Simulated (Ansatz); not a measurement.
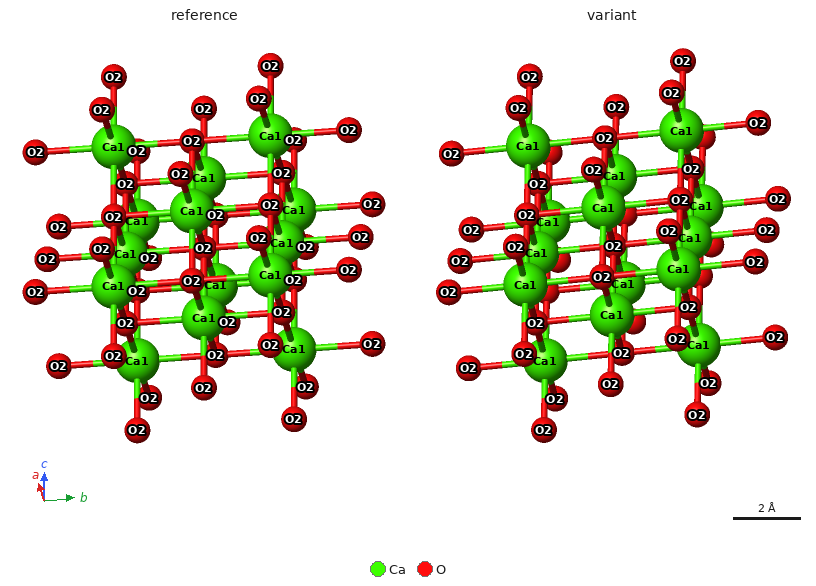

Left: solid CaO (built on the rocksalt type) at its r2SCAN-relaxed geometry. Right: the same structure after one change, at the same scale. Style: ball-and-stick. Shown: the conventional cell (4 times the calculation's cell), from a free direction. Lengths and directions refer to the drawn axes.

Computed with DFT, PBE, plane waves, PAW (Ansatz). (plane-wave cutoff 420 eV; k-point mesh 10 × 10 × 10; occupations fermi dirac; smearing width 0.02 eV; no spin polarisation)

Which change leads from the left to the right?

The cell is strained by +2.3 % along [1 1 1] and −4.0 % across it (volume −5.7 %). The atoms and the free axis were relaxed with r2SCAN under that strain, and this is a single point on that geometry.

And its effect?

It costs 48.4 meV per atom. Pressure: 2.5 GPa before, 10.0 GPa after. The principal stresses (compression positive) are 2.7 GPa along [1 1 1] and 13.7 GPa across it. All forces vanish by symmetry. Among the bonded contacts that change: Ca–O 2.398 → 2.353 Å. The space group (tolerance 0.01 Å) goes from Fm-3m (No. 225) to R-3m (No. 166).
